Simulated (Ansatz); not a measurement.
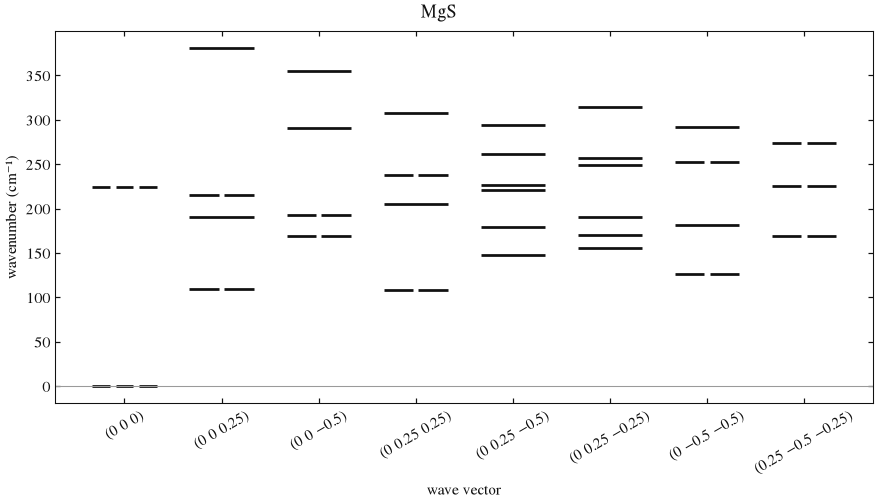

**Figure.** Phonon frequencies at several wave vectors (in fractions of the reciprocal vectors of the given cell) for MgS, space group Fm-3m (No. 225) (cell built by us, not taken from a database). Imaginary frequencies are drawn as negative.

No frequency is imaginary, so the structure is stable to these displacements at the wave vectors computed. The highest mode among the wave vectors computed lies at 380.6 cm⁻¹, at (0 0 0.25) (at the zone centre itself the field of polar modes is left out).

Computed with Ansatz 0.2.0: harmonic phonon frequencies at the irreducible points of a q mesh with atoms at rest in the given cell, q in fractions of the reciprocal cell vectors, no long-range term at q = 0, imaginary frequencies are negative, the first points where there are many; plane waves with PAW datasets. Level: PBE, no spin polarisation.

wave cutoff 420 eV; k mesh 8×8×8; occupations fixed; pressure 0 GPa; phonon method linear response; q mesh 4×4×4.

The given structure:
```xyz
2
Lattice="0.0000 2.6149 2.6149 2.6149 0.0000 2.6149 2.6149 2.6149 0.0000" Properties=species:S:1:pos:R:3 pbc="T T T"
Mg    2.6149    2.6149    2.6149
S     0.0000    0.0000    0.0000
```
